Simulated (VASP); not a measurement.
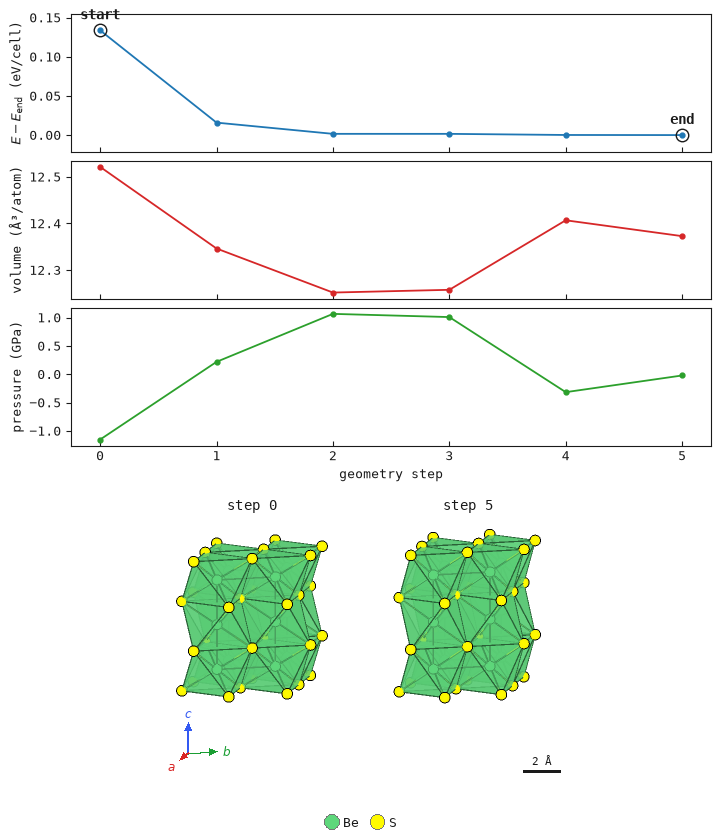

First and last geometry of a relaxation of solid BeS (a generated structure, set up in P6_3/mmc), with the history of the run. Style: polyhedral. Shown: the cell of the calculation, slightly off an axis.

The run lets cell and atoms move.

Computed with VASP, Kohn-Sham DFT of a periodic cell, PBE, VASP PAW PBE potentials, recommended.

Input
```
PREC = Accurate ; ENCUT = 600
EDIFF = 1E-7 ; ISMEAR = 0
SIGMA = 0.02 ; LREAL = False
LASPH = True ; NELM = 80
ALGO = Fast ; ISIF = 3
LWAVE = False ; LCHARG = False
GGA = PE ; IBRION = 2
NSW = 100 ; EDIFFG = -0.01
```

Launched with:
```bash
cat potpaw_PBE.64/Be/POTCAR potpaw_PBE.64/S/POTCAR > POTCAR
mpirun -np 1 vasp_std > vasp.out
```

Q: Did the run converge, and what did it change?

A: It converged. After 5 geometry steps the energy has fallen by 0.134 eV per cell of the calculation. All forces vanish by symmetry, so only the cell relaxes. Pressure: −1.15 GPa at the start and −0.02 GPa at the end. No atom moves by more than 0.005 Å relative to the cell. The volume changes by −1.2 %, with a = b 3.407 → 3.301 Å (−3.1 %), c 4.984 → 5.243 Å (+5.2 %). Some distances before and after: Be–S 2.328 → 2.313 Å. Among the angles between lasting bonds that change: Be–S–Be 64.7° → 69.0°, Be–S–Be 94.0° → 91.1°, S–Be–S 86.0° → 88.9°. The space group stays P6_3/mmc (No. 194).

```csv
step,"E − E(0), meV/atom","pressure, GPa","volume, Å³/atom"
0,0.00,-1.15,12.521
1,-29.45,0.22,12.346
2,-33.04,1.07,12.252
3,-33.04,1.01,12.258
4,-33.40,-0.32,12.407
5,-33.43,-0.02,12.373
```
